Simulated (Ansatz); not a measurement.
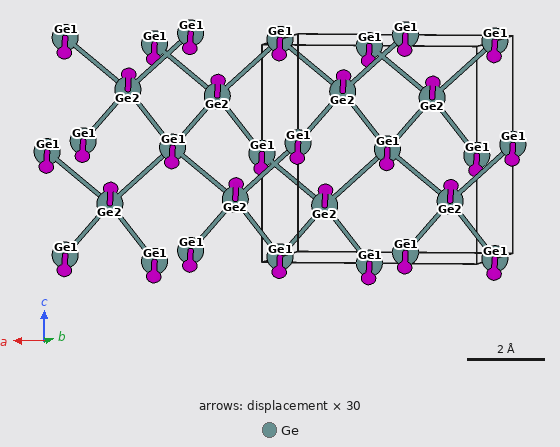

This is a relaxation of crystalline Ge (set up in Fd-3m). The starting structure is drawn; purple arrows show the displacements (the part carried along by the change of the cell is left out), 30 times their true length.

A ball-and-stick model of the conventional cell (4 times the calculation's cell), repeated 2 × 1 × 1 with one cell outlined, seen from a free direction. Lengths and directions refer to the drawn axes.

All numbers below come from DFT PBEsol, scalar-relativistic, plane waves, PAW (Ansatz 0.2.0). Settings: plane-wave cutoff 420 eV; k-point mesh 10 × 10 × 10; occupations gaussian; smearing width 0.15 eV; no spin polarisation.

### What happened in the run?

The largest moves relative to the cell, 0.037 Å, are those of Ge1 and Ge2. Ge2 goes along [−1 −3 2]. The volume changes by +15.9 %, with a 5.676 → 5.900 Å (+4.0 %), b 5.676 → 5.997 Å (+5.7 %), c 5.676 → 6.040 Å (+6.4 %), α 90.0° → 90.8°, β 90.0° → 84.0°, γ 90.0° → 94.6°. Among the contacts that change: Ge1–Ge2 2.458 → 2.705 Å, Ge1–Ge2 (another image) 2.458 → 2.586 Å, Ge1–Ge2 (another image) 2.458 → 2.560 Å, Ge1–Ge2 (another image) 2.458 → 2.505 Å. Among the angles between lasting bonds that change: Ge2–Ge1–Ge2 109.5° → 104.1°, Ge2–Ge1–Ge2 109.5° → 104.8°, Ge2–Ge1–Ge2 109.5° → 114.0°. Within 0.06 Å the space group is Fd-3m at the start and C2/m at the end; at a tighter tolerance small leftover displacements or strains of the cell lower it.
